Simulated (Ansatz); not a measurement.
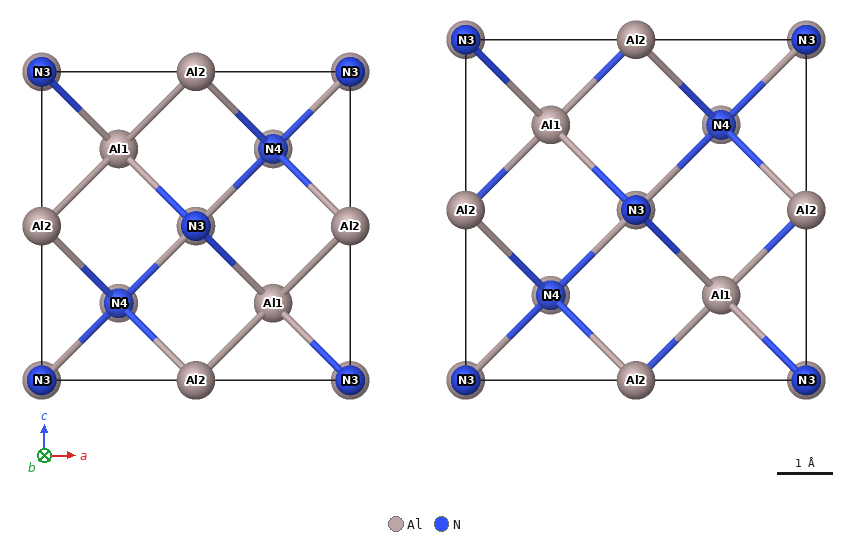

Two geometries of crystalline AlN (a generated structure, set up in Fd-3m) (coarse preliminary run), drawn at one scale. One is the start of a relaxation, the other its converged end. The picture is a ball-and-stick view of the conventional cell (4 times the calculation's cell), seen along the b axis. Lengths and directions refer to the drawn axes.

Theory: Ansatz 0.2.0, DFT PBE, scalar-relativistic, plane waves, PAW. Set-up: plane-wave cutoff 420 eV; k-point mesh 6 × 6 × 6; occupations gaussian; smearing width 0.1 eV; no spin polarisation; cell and atoms relaxed; force threshold 0.04 eV/Å; at most 70 steps.

### Which of the two is the end point?

The left one is the relaxed one. No atom moves by more than 0.005 Å relative to the cell. The volume changes by −25.7 %, with a = b = c 6.236 → 5.648 Å (−9.4 %). Near-neighbour distances that change, for instance: Al1–N3 2.700 → 2.446 Å, Al1–Al2 2.700 → 2.446 Å. The space group stays Fd-3m (No. 227). Over 4 accepted moves (6 points after the start) the energy falls by 288 meV per atom. All forces vanish by symmetry, so only the cell relaxes. Pressure: −18.26 GPa at the start and −0.01 GPa at the end. The SCF was repeated twice at an unchanged geometry on a basis and grid sized afresh for the cell, which shifted the energy by 2.4 meV per atom at most. Cost: 12 s on 1 thread of Intel(R) Xeon(R) Processor @ 2.70GHz (shared host), peak memory 0.33 GiB.
